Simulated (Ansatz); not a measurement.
## Electron scattering at the Σ5 (210) boundary in fcc Cu with Re (substitutional)

Aim: the relaxed structure and the specific resistance of the Σ5 (210) boundary in fcc Cu with Re (substitutional).

Main program and level: Ansatz 0.2.0; Ansatz plane-wave DFT, PBE, PAW files; relaxation of a bicrystal slab with its lowest layers held; PAW set soft_1, in the first sound run; inputs show where later runs differ.

### Step 1. Set-up

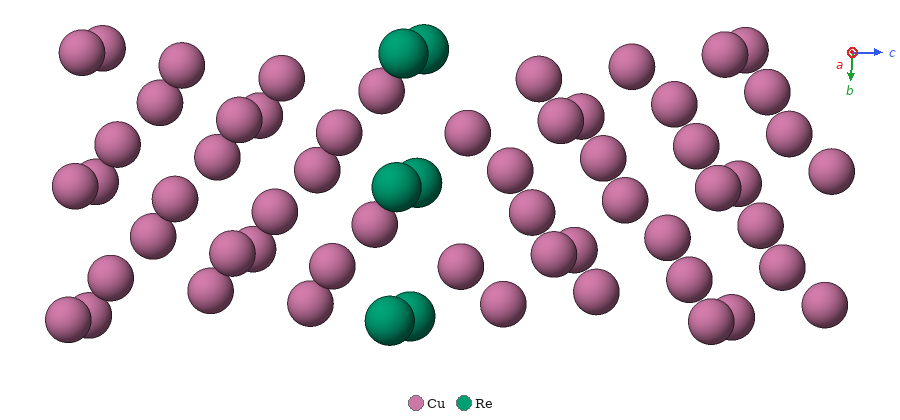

The cell as given, from the side, with the c axis across the page (copper pink, rhenium teal). 1×2×1 cells are drawn. Some periodic images of atoms are drawn too.

The cell holds 23 atoms: 22 Cu and 1 Re. Its edges and angles: a = 4.427 Å, b = 3.615 Å, c = 29.592 Å, α = 90.0°, β = 90.0°, γ = 65.9°. It derives from Cu. built on the (2 1 0) plane; 2 overlapping atoms removed and the grains opened by 0 Å. Vacuum lies along c.

### Step 2. Relaxing the bicrystal

The boundary is built by mirroring the lower grain in the boundary plane and removing any atoms that overlap; then the Re is put in at the boundary. A thin bicrystal slab is relaxed first, with the lowest layers held and the upper grain free to shift and open.

input.yaml

```yaml
crystal:
  lattice:
    - [4.4274037203, 0.0, 0.0]
    - [1.4758012401, 3.2999918941, 0.0]
    - [0.0, 0.0, 29.5915814808]
  atoms:
    - { symbol: Cu, position: [1.0e-10, 0.9999999999, 0.1689669747] }
    - { symbol: Cu, position: [0.6000000001, 0.6999999999, 0.1962831771] }
    - { symbol: Cu, position: [0.2000000001, 0.3999999999, 0.2235993796] }
    - { symbol: Cu, position: [0.8000000001, 0.0999999999, 0.250915582] }
    - { symbol: Cu, position: [0.4000000001, 0.7999999999, 0.2782317844] }
    - { symbol: Cu, position: [1.0e-10, 0.5, 0.3055479868] }
    - { symbol: Cu, position: [0.6000000001, 0.2, 0.3328641892] }
    - { symbol: Cu, position: [0.2, 0.9, 0.3601803916] }
    - { symbol: Cu, position: [0.8, 0.6, 0.3874965941] }
    - { symbol: Cu, position: [0.4, 0.3, 0.4148127965] }
    - { symbol: Re, position: [0.0, 0.0, 0.4421289989] }
    - { symbol: Cu, position: [0.8, 0.6, 0.4967614037] }
    - { symbol: Cu, position: [0.2, 0.9, 0.5240776062] }
    - { symbol: Cu, position: [0.6000000001, 0.2, 0.5513938086] }
    - { symbol: Cu, position: [1.0e-10, 0.5, 0.578710011] }
    - { symbol: Cu, position: [0.4000000001, 0.7999999999, 0.6060262134] }
    - { symbol: Cu, position: [0.8000000001, 0.0999999999, 0.6333424158] }
    - { symbol: Cu, position: [0.2000000001, 0.3999999999, 0.6606586182] }
    - { symbol: Cu, position: [0.6000000001, 0.6999999999, 0.6879748207] }
    - { symbol: Cu, position: [1.0e-10, 0.9999999999, 0.7152910231] }
    - { symbol: Cu, position: [0.4000000002, 0.2999999999, 0.7426072255] }
    - { symbol: Cu, position: [0.8000000002, 0.5999999999, 0.7699234279] }
    - { symbol: Cu, position: [0.2000000002, 0.8999999999, 0.7972396303] }
kpoints:
  mp_grid: { grid: [7, 7, 1] }
hamiltonian:
  xc: pbe
  pseudopotentials: { kind: paw, azcp: { folder: soft_1 } }
scf:
  occupations: { method: fermi_dirac, width: 0.1 }
relax:
  f_tol: 0.03
  max_steps: 80
  constraints: [{ sites: [0, 1, 2, 3] }]
```

Launch:

```bash
ansatz run input.yaml --threads 4 --pin off --max-ram 15360MiB --backend cpu --events-out ev --progress --plain --runs-dir out
```

Numbers of over 12 decimals in the logs are rounded to 6 here.

The program printed:

```text
Engine: ansatz 0.2.0, aarch64-unknown-linux-gnu
Pseudopotentials: kind: paw
Pseudopotential: Cu, paw, valence charge 19, recommended cutoff 420 eV (normal), soft_1/Cu.paw.azcp
Pseudopotential: Re, paw, valence charge 15, recommended cutoff 420 eV (normal), soft_1/Re.paw.azcp
Functional definition: PBE
  parameter kappa = 0.804
  parameter beta = 0.066725
  exchange = pbe_x(kappa = kappa, mu = beta*pi^2/3)
  correlation = pbe_c(beta = beta)
Crystal: 23 atoms, lattice volume = 432.345 Å³
Basis set: ecut = 420 eV, 8449 PW (Γ), exchange–correlation on 60×50×400 points (8 copies of the dense FFT grid, shifted against one another)
Bands: 260, of which v1, the nominal top of the filled ones, is band 217 counted from 1 (216 counted from 0)
Symmetry: 2 space group operations
Space group: Cm (ITA 8), of the structure as read, at distance tolerance 7.6e-5 Å
k-points: 16 of 49 (time reversal used)
Non-local potential: Cu, projectors of the file, l = 0: 3, l = 1: 2, l = 2: 3, l = 3: 1
Non-local potential: Re, projectors of the file, l = 0: 3, l = 1: 2, l = 2: 2, l = 3: 1
PAW form: soft (Blöchl's): semilocal exchange-correlation on the pseudo side does not see the compensation charge
PAW one-centre angular grid: Cu, 590 points (default); XC on 64 Gauss nodes
PAW one-centre angular grid: Re, 590 points (default); XC on 64 Gauss nodes
Initial density: superposition of atomic densities (neutral atoms: chi_scale 0, normalization atom)
Initial wavefunctions: pseudopotential atomic-orbital guess
Functional: x = pbe(κ = 0.804, μ = 0.219515), c = pbe(β = 0.066725)
SCF iter   1: F=—  HF=-156640.223061 eV  |F-HF|=—  |Δ(HF+E_count)|=         —  Δρ=2.29e-1  dr2=2.35e2  ethr=3.10e-3  ⟨swp⟩=6.0  Hψ=15292  notcnv=0  defer=157
preconditioner: auto → LDOS  [metal: Δε(μ)=0.019 eV  Ē_g=7.794 eV  σ=0.100 eV  W_gap=0.05  n_scr=142 (ndim 8)  ℏωp=28.2 eV  f_vac=0.322  D(μ)=16.38/eV (n_scr^D=130)  β→1.0]
SCF iter   2: F=—  HF=-156758.268787 eV  |F-HF|=—  |Δ(HF+E_count)|=    1.18e2  Δρ=4.10e-1  dr2=5.37e2  ethr=3.10e-3  ⟨swp⟩=4.0  Hψ=13100  notcnv=0  defer=394  recentre
SCF iter   3: F=—  HF=-156619.624093 eV  |F-HF|=—  |Δ(HF+E_count)|=    1.39e2  Δρ=5.44e-2  dr2=5.61e1  ethr=3.10e-3  ⟨swp⟩=4.0  Hψ=10824  notcnv=0  defer=460
SCF iter   4: F=—  HF=-156616.863960 eV  |F-HF|=—  |Δ(HF+E_count)|=    2.76e0  Δρ=1.46e-2  dr2=8.95e-1  ethr=3.10e-3  ⟨swp⟩=2.9  Hψ=6245  notcnv=0  defer=426
SCF iter   5: F=—  HF=-156616.853793 eV  |F-HF|=—  |Δ(HF+E_count)|=   1.02e-2  Δρ=8.97e-3  dr2=3.16e-1  ethr=2.07e-4  ⟨swp⟩=2.0  Hψ=7598  notcnv=0  defer=427
SCF iter   6: F=—  HF=-156616.842090 eV  |F-HF|=—  |Δ(HF+E_count)|=   1.17e-2  Δρ=5.16e-3  dr2=1.23e-1  ethr=7.31e-5  ⟨swp⟩=2.0  Hψ=6011  notcnv=0  defer=427
SCF iter   7: F=—  HF=-156616.843144 eV  |F-HF|=—  |Δ(HF+E_count)|=   1.05e-3  Δρ=3.08e-3  dr2=4.64e-2  ethr=2.85e-5  ⟨swp⟩=2.0  Hψ=5530  notcnv=0  defer=427
SCF iter   8: F=—  HF=-156616.842269 eV  |F-HF|=—  |Δ(HF+E_count)|=   8.75e-4  Δρ=9.96e-4  dr2=6.52e-3  ethr=1.07e-5  ⟨swp⟩=2.2  Hψ=5657  notcnv=0  defer=427
SCF iter   9: F=—  HF=-156616.841944 eV  |F-HF|=—  |Δ(HF+E_count)|=   3.25e-4  Δρ=5.78e-4  dr2=1.74e-3  ethr=1.50e-6  ⟨swp⟩=2.1  Hψ=5569  notcnv=0  defer=427
SCF iter  10: F=—  HF=-156616.842106 eV  |F-HF|=—  |Δ(HF+E_count)|=   1.62e-4  Δρ=3.75e-4  dr2=6.08e-4  ethr=4.02e-7  ⟨swp⟩=2.1  Hψ=5115  notcnv=0  defer=427
SCF iter  11: F=—  HF=-156616.842150 eV  |F-HF|=—  |Δ(HF+E_count)|=   4.34e-5  Δρ=1.73e-4  dr2=1.23e-4  ethr=1.40e-7  ⟨swp⟩=2.1  Hψ=5525  notcnv=0  defer=427
SCF iter  12: F=—  HF=-156616.842162 eV  |F-HF|=—  |Δ(HF+E_count)|=   1.30e-5  Δρ=7.83e-5  dr2=2.33e-5  ethr=2.83e-8  ⟨swp⟩=2.0  Hψ=5692  notcnv=0  defer=427
SCF iter  13: F=-156616.842159 eV  HF=-156616.842165 eV  |F-HF|=5.96e-6  |Δ(HF+E_count)|=   2.16e-6  Δρ=3.72e-5  dr2=7.66e-6  ethr=5.20e-9  ⟨swp⟩=4.0  Hψ=12916  notcnv=0
SCF 1 converged in 13 iterations: F = -156616.842159 eV  dr2 = 7.66e-6
  greatest PAW one-centre occupation: 1.000 electrons in one spin orbital (limit 2), on the Cu atom at site 22 (counted from 0), in its partial waves of l = 0
relax step   1: F+E_penalty+E_count = -156616.84215867 eV  Δ(F+E_penalty+E_count) = +0.000e0 eV  max|allowed force component| = 5.590e-1 eV/Å  Δτ_max = 0.0000 Å  (13 SCF iters, dr2 threshold 2.25e-5 eV, accepted)
Initial density: handed on by an earlier stage of this run
Initial wavefunctions: those handed on with the density
iter 1 solved again at ethr=5.82e-5 eV; its pass at ethr=3.10e-3 eV (dr2=2.52e-1 eV) is discarded
SCF iter   1: F=—  HF=-156616.992935 eV  |F-HF|=—  |Δ(HF+E_count)|=         —  Δρ=8.28e-3  dr2=1.80e-1  ethr=5.82e-5  ⟨swp⟩=1.9  Hψ=14442  notcnv=0  defer=431
preconditioner: auto → LDOS  [metal: Δε(μ)=0.019 eV  Ē_g=8.595 eV  σ=0.100 eV  W_gap=0.05  n_scr=142 (ndim 8)  ℏωp=28.2 eV  f_vac=0.320  D(μ)=11.49/eV (n_scr^D=94)  β→1.0]
SCF iter   2: F=—  HF=-156616.954795 eV  |F-HF|=—  |Δ(HF+E_count)|=   3.81e-2  Δρ=6.21e-3  dr2=1.12e-1  ethr=4.17e-5  ⟨swp⟩=2.0  Hψ=7136  notcnv=0  defer=431
SCF iter   3: F=—  HF=-156616.953045 eV  |F-HF|=—  |Δ(HF+E_count)|=   1.75e-3  Δρ=6.72e-3  dr2=1.25e-1  ethr=2.58e-5  ⟨swp⟩=2.1  Hψ=7318  notcnv=0  defer=431
SCF iter   4: F=—  HF=-156616.933735 eV  |F-HF|=—  |Δ(HF+E_count)|=   1.93e-2  Δρ=2.61e-3  dr2=1.88e-2  ethr=2.58e-5  ⟨swp⟩=2.0  Hψ=5570  notcnv=0  defer=431
SCF iter   5: F=—  HF=-156616.930398 eV  |F-HF|=—  |Δ(HF+E_count)|=   3.34e-3  Δρ=1.13e-3  dr2=3.68e-3  ethr=4.33e-6  ⟨swp⟩=2.0  Hψ=7519  notcnv=0  defer=431
SCF iter   6: F=—  HF=-156616.929754 eV  |F-HF|=—  |Δ(HF+E_count)|=   6.43e-4  Δρ=1.98e-4  dr2=2.56e-4  ethr=8.49e-7  ⟨swp⟩=2.0  Hψ=5725  notcnv=0  defer=431
SCF iter   7: F=—  HF=-156616.929746 eV  |F-HF|=—  |Δ(HF+E_count)|=   8.06e-6  Δρ=1.32e-4  dr2=1.20e-4  ethr=5.90e-8  ⟨swp⟩=2.0  Hψ=6030  notcnv=0  defer=431
SCF iter   8: F=—  HF=-156616.929745 eV  |F-HF|=—  |Δ(HF+E_count)|=   1.51e-6  Δρ=6.99e-5  dr2=3.95e-5  ethr=2.78e-8  ⟨swp⟩=2.1  Hψ=5275  notcnv=0  defer=431
SCF iter   9: F=-156616.929744 eV  HF=-156616.929745 eV  |F-HF|=1.16e-6  |Δ(HF+E_count)|=   2.01e-7  Δρ=2.06e-5  dr2=2.35e-6  ethr=4.51e-9  ⟨swp⟩=3.8  Hψ=11745  notcnv=0
SCF 2 converged in 9 iterations: F = -156616.929744 eV  dr2 = 2.35e-6
  greatest PAW one-centre occupation: 1.000 electrons in one spin orbital (limit 2), on the Cu atom at site 0 (counted from 0), in its partial waves of l = 0
relax step   2: F+E_penalty+E_count = -156616.92974392 eV  Δ(F+E_penalty+E_count) = -8.759e-2 eV  max|allowed force component| = 3.357e-1 eV/Å  Δτ_max = 0.0657 Å  (9 SCF iters, dr2 threshold 1.95e-5 eV, accepted)
[...]
relax step  11: F+E_penalty+E_count = -156617.39298332 eV  Δ(F+E_penalty+E_count) = -9.551e-3 eV  max|allowed force component| = 8.377e-2 eV/Å  Δτ_max = 0.1906 Å  (9 SCF iters, dr2 threshold 7.06e-6 eV, accepted)
relax step  12: F+E_penalty+E_count = -156617.41648897 eV  Δ(F+E_penalty+E_count) = -2.351e-2 eV  max|allowed force component| = 3.096e-1 eV/Å  Δτ_max = 0.1924 Å  (10 SCF iters, dr2 threshold 6.97e-6 eV, accepted)
relax step  13: F+E_penalty+E_count = -156617.45311415 eV  Δ(F+E_penalty+E_count) = -3.663e-2 eV  max|allowed force component| = 5.334e-1 eV/Å  Δτ_max = 0.1901 Å  (9 SCF iters, dr2 threshold 9.52e-5 eV, accepted)
relax step  14: F+E_penalty+E_count = -156617.51987158 eV  Δ(F+E_penalty+E_count) = -6.676e-2 eV  max|allowed force component| = 4.623e-1 eV/Å  Δτ_max = 0.2000 Å  (9 SCF iters, dr2 threshold 1.00e-4 eV, accepted)
relax step  15: F+E_penalty+E_count = -156617.58618589 eV  Δ(F+E_penalty+E_count) = -6.631e-2 eV  max|allowed force component| = 2.117e-1 eV/Å  Δτ_max = 0.1947 Å  (9 SCF iters, dr2 threshold 1.00e-4 eV, accepted)
relax step  16: F+E_penalty+E_count = -156617.64563757 eV  Δ(F+E_penalty+E_count) = -5.945e-2 eV  max|allowed force component| = 7.677e-2 eV/Å  Δτ_max = 0.1926 Å  (10 SCF iters, dr2 threshold 9.39e-6 eV, accepted)
relax step  17: F+E_penalty+E_count = -156617.66071291 eV  Δ(F+E_penalty+E_count) = -1.508e-2 eV  max|allowed force component| = 1.358e-1 eV/Å  Δτ_max = 0.1949 Å  (12 SCF iters, accepted)
relax step  18: F+E_penalty+E_count = -156617.67280094 eV  Δ(F+E_penalty+E_count) = -1.209e-2 eV  max|allowed force component| = 1.096e-1 eV/Å  Δτ_max = 0.1590 Å  (10 SCF iters, dr2 threshold 2.42e-6 eV, accepted)
relax step  19: F+E_penalty+E_count = -156617.67838373 eV  Δ(F+E_penalty+E_count) = -5.583e-3 eV  max|allowed force component| = 5.017e-2 eV/Å  Δτ_max = 0.1685 Å  (9 SCF iters, dr2 threshold 7.84e-6 eV, accepted)
relax step  20: F+E_penalty+E_count = -156617.68127669 eV  Δ(F+E_penalty+E_count) = -2.893e-3 eV  max|allowed force component| = 6.089e-2 eV/Å  Δτ_max = 0.1351 Å  (12 SCF iters, accepted)
relax step  21: F+E_penalty+E_count = -156617.68201863 eV  Δ(F+E_penalty+E_count) = -7.419e-4 eV  max|allowed force component| = 3.521e-2 eV/Å  Δτ_max = 0.0421 Å  (11 SCF iters, accepted)
SCF iter   1: F=—  HF=-156617.684508 eV  |F-HF|=—  |Δ(HF+E_count)|=         —  Δρ=1.25e-3  dr2=3.54e-3  ethr=1.10e-5  ⟨swp⟩=3.0  Hψ=7294  notcnv=0  defer=426
preconditioner: auto → LDOS  [metal: Δε(μ)=0.022 eV  Ē_g=8.615 eV  σ=0.100 eV  W_gap=0.06  n_scr=142 (ndim 8)  ℏωp=28.2 eV  f_vac=0.324  D(μ)=10.77/eV (n_scr^D=82)  β→1.0]
SCF iter   2: F=—  HF=-156617.683093 eV  |F-HF|=—  |Δ(HF+E_count)|=   1.42e-3  Δρ=4.37e-4  dr2=8.11e-4  ethr=8.17e-7  ⟨swp⟩=2.2  Hψ=7900  notcnv=0  defer=426
SCF iter   3: F=—  HF=-156617.682909 eV  |F-HF|=—  |Δ(HF+E_count)|=   1.84e-4  Δρ=2.95e-4  dr2=2.35e-4  ethr=1.87e-7  ⟨swp⟩=2.6  Hψ=7146  notcnv=0  defer=426
SCF iter   4: F=—  HF=-156617.682871 eV  |F-HF|=—  |Δ(HF+E_count)|=   3.83e-5  Δρ=1.08e-4  dr2=3.46e-5  ethr=5.42e-8  ⟨swp⟩=2.4  Hψ=7352  notcnv=0  defer=426
SCF iter   5: F=—  HF=-156617.682566 eV  |F-HF|=—  |Δ(HF+E_count)|=   3.04e-4  Δρ=3.76e-5  dr2=4.92e-6  ethr=7.98e-9  ⟨swp⟩=2.8  Hψ=6312  notcnv=0  defer=426
SCF iter   6: F=—  HF=-156617.682566 eV  |F-HF|=—  |Δ(HF+E_count)|=   3.46e-7  Δρ=1.06e-5  dr2=7.37e-7  ethr=1.14e-9  ⟨swp⟩=2.1  Hψ=6185  notcnv=0  defer=426
SCF iter   7: F=—  HF=-156617.682566 eV  |F-HF|=—  |Δ(HF+E_count)|=   1.29e-8  Δρ=4.88e-6  dr2=1.70e-7  ethr=1.70e-10  ⟨swp⟩=2.0  Hψ=5690  notcnv=0  defer=426
SCF iter   8: F=-156617.682566 eV  HF=-156617.682566 eV  |F-HF|=5.22e-8  |Δ(HF+E_count)|=   1.84e-8  Δρ=3.97e-6  dr2=6.43e-8  ethr=2.31e-11  ⟨swp⟩=4.0  Hψ=12944  notcnv=0
SCF 22 converged in 8 iterations: F = -156617.682566 eV  dr2 = 6.43e-8
relax step  22: F+E_penalty+E_count = -156617.68256589 eV  Δ(F+E_penalty+E_count) = -5.473e-4 eV  max|allowed force component| = 8.966e-3 eV/Å  Δτ_max = 0.0155 Å  (8 SCF iters, accepted)
SCF converged after 8 iterations
Free energy (F): -156617.682566 eV
Harris-Foulkes:  -156617.682566 eV  (|F-HF|=5.22e-8)
Internal energy: -156617.328327 eV  (E = F + TS)
E sigma→0 (E₀):  -156617.505446 eV
Entropy (-TS):   -0.354239 eV (-15.402 meV/atom)
Fermi energy:    9.084127 eV
--- Per-component energies (eV) ---
  E_band       = -11367.311734
  E_kinetic    = 6270.367716
  E_local      = -751626.229912  (includes V_loc(G=0)·N_el)
  E_nonlocal   = 19677.028528
  E_hartree    = 366518.019832
  E_xc         = -1863.326448
  E_vxc        = -2234.917588  (∫ρ·V_xc dr)
  E_paw        = -48649.123008  (= ΣΔE_a)
  E_vpaw       = -16489.559801  (= ΣTr[D̂ρ^β])
  E_aug_tail   = 0.021832  (compensation charges beyond the density's cutoff)
  E_ewald      = 253055.913134
  E_smearing   = -0.354239  (= −TS)
  E_closure    = -0.000000  (closes the sum)
  Σ components = -156617.682566   (vs F -156617.682566, Δ=0.00e0)
--- Forces (eV/Å), atoms counted from 1 ---
  atom   1  Cu    -0.02692166     0.01203973     0.53058865
  atom   2  Cu     0.03243218    -0.01450411    -0.07201028
  atom   3  Cu     0.00209985    -0.00093908    -0.36082236
  atom   4  Cu    -0.00703120     0.00314445    -0.08789715
  atom   5  Cu     0.00104249    -0.00046621    -0.00129842
  atom   6  Cu    -0.00054084     0.00024187    -0.00291064
  atom   7  Cu    -0.00150107     0.00067130     0.00097334
  atom   8  Cu     0.00244214    -0.00109216    -0.00695654
  atom   9  Cu     0.00311376    -0.00139252     0.00149389
  atom  10  Cu    -0.00002276     0.00001018    -0.00310978
  atom  11  Re    -0.00896557     0.00400952    -0.00213812
  atom  12  Cu     0.00134838    -0.00060301    -0.00633597
  atom  13  Cu     0.00336967    -0.00150696     0.00165989
  atom  14  Cu    -0.00095998     0.00042932     0.00729359
  atom  15  Cu     0.00096532    -0.00043170    -0.00083031
  atom  16  Cu     0.00459423    -0.00205460    -0.00514457
  atom  17  Cu    -0.00752717     0.00336625    -0.00272271
  atom  18  Cu    -0.00072687     0.00032507     0.00687256
  atom  19  Cu     0.00330384    -0.00147752     0.00692786
  atom  20  Cu     0.00342045    -0.00152967    -0.00034597
  atom  21  Cu    -0.00113641     0.00050822    -0.00105476
  atom  22  Cu     0.00027617    -0.00012351     0.00009160
  atom  23  Cu    -0.00288674     0.00129099    -0.00234352
  max |Σ_I F_I| component: 1.88e-4 eV/Å
--- Relaxed structure (22 steps of the walk, 22 accepted, 0 SCFs on fresh bases) ---
  F+E_penalty+E_count = -156617.68256589 eV   max|allowed force component| = 8.966e-3 eV/Å
  atoms:
    - { symbol: Cu, position: [9.999989725173464e-11, 1.000000, 0.1689669747] }
    - { symbol: Cu, position: [0.6000000001, 0.700000, 0.1962831771] }
    - { symbol: Cu, position: [0.2000000001, 0.400000, 0.223599] }
    - { symbol: Cu, position: [0.800000, 0.100000, 0.250916] }
    - { symbol: Cu, position: [0.402860, 0.798570, 0.279206] }
    - { symbol: Cu, position: [0.00378535, 0.498107, 0.306225] }
    - { symbol: Cu, position: [0.607500, 0.196250, 0.333871] }
    - { symbol: Cu, position: [0.207287, 0.896357, 0.361783] }
    - { symbol: Cu, position: [0.811311, 0.594345, 0.389976] }
    - { symbol: Cu, position: [0.422602, 0.288699, 0.418385] }
    - { symbol: Re, position: [0.024000, -0.012000, 0.447365] }
    - { symbol: Cu, position: [0.617495, 0.691253, 0.477604] }
    - { symbol: Cu, position: [-0.165845, 1.082923, 0.529198] }
    - { symbol: Cu, position: [0.230194, 0.384903, 0.507560] }
    - { symbol: Cu, position: [-0.565574, 0.782787, 0.567827] }
    - { symbol: Cu, position: [-0.189404, 1.094702, 0.607286] }
    - { symbol: Cu, position: [0.212736, 0.393632, 0.625821] }
    - { symbol: Cu, position: [-0.394757, 0.697378, 0.656557] }
    - { symbol: Cu, position: [0.011587, 0.994207, 0.685019] }
    - { symbol: Cu, position: [-0.593913, 1.296956, 0.710916] }
    - { symbol: Cu, position: [-0.186061, 0.593031, 0.740648] }
    - { symbol: Cu, position: [0.210613, 0.894693, 0.767042] }
    - { symbol: Cu, position: [-0.393695, 1.196847, 0.789621] }
```

Run time: 35 min. Hardware: 4 threads of Arm Neoverse V1, shared host; peak memory 3.1 GiB.

The steps of the relaxation:

```csv
step,energy less that of the first step (eV),largest force component (eV/Å)
1,0.0000,0.5590
2,-0.0876,0.3357
3,-0.2444,0.3720
4,-0.3867,0.3139
5,-0.4231,0.3596
6,-0.4813,0.0627
7,-0.5045,0.0515
8,-0.5227,0.0245
9,-0.5340,0.0602
10,-0.5413,0.0840
11,-0.5508,0.0838
12,-0.5743,0.3096
13,-0.6110,0.5334
14,-0.6777,0.4623
15,-0.7440,0.2117
16,-0.8035,0.0768
17,-0.8186,0.1358
18,-0.8306,0.1096
19,-0.8362,0.0502
20,-0.8391,0.0609
21,-0.8399,0.0352
22,-0.8404,0.0090
```

The run keeps the 2 symmetry operations that it works with, so distortions that break them were not tested.

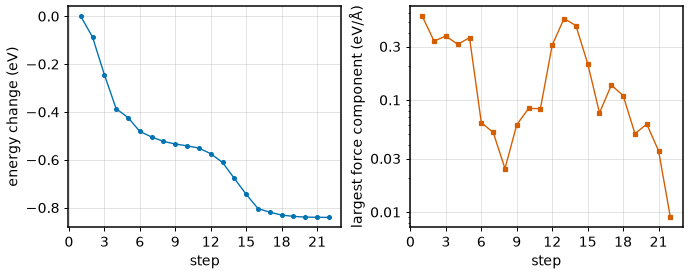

Energy and largest force along the relaxation.

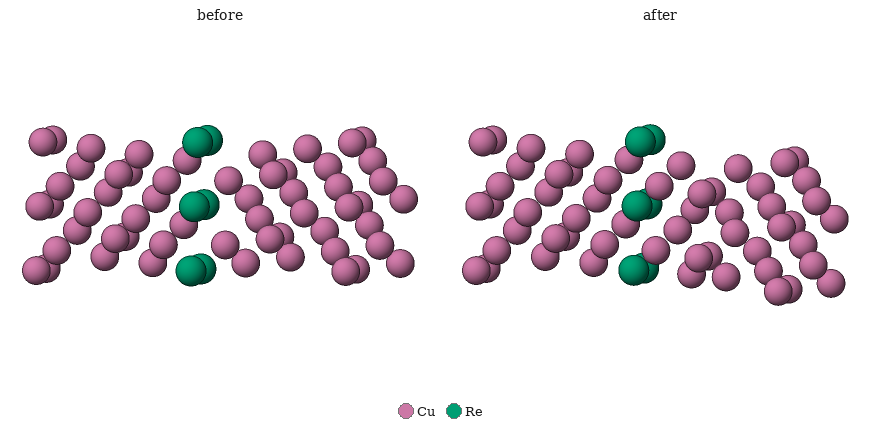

Before and after, at one scale.

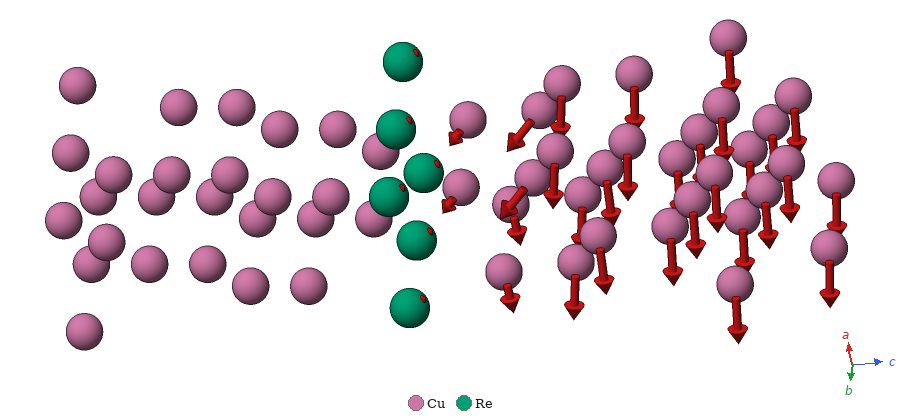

Displacements in the relaxation, scaled; the longest in the cell stands for 2.41 Å. 1×2×1 cells are drawn. Some periodic images of atoms are drawn too.

The atoms that moved most (Å):

```csv
atom,dx,dy,dz,length
Cu23,-2.190,0.980,-0.225,2.410
Cu18,-2.194,0.981,-0.121,2.407
Cu20,-2.191,0.980,-0.129,2.404
Cu17,-2.167,0.969,-0.223,2.384
Cu22,-2.175,0.972,-0.085,2.384
Cu16,-2.175,0.973,0.037,2.382
Cu19,-2.171,0.971,-0.087,2.380
Cu21,-2.162,0.967,-0.058,2.369
```

Numbers from this step:

- free energy: -156617.6826 eV
- energy at zero smearing: -156617.5054 eV
- Fermi energy: 9.084 eV

The largest force component on a free atom ends at 0.0090 eV/Å, under the tolerance of 0.03, after 22 steps.

(Part 1 of 2 ends here.)

[Logs are printed without paths, hosts, clocks, repeated set-up lines and the standing remarks that a program may print on its own settings, such as how far it seeks lower states.]

[Hosts, paths, dates, database ids (printed as entryN), source tags and the programs' standing remarks are cut or masked in the printed files.]
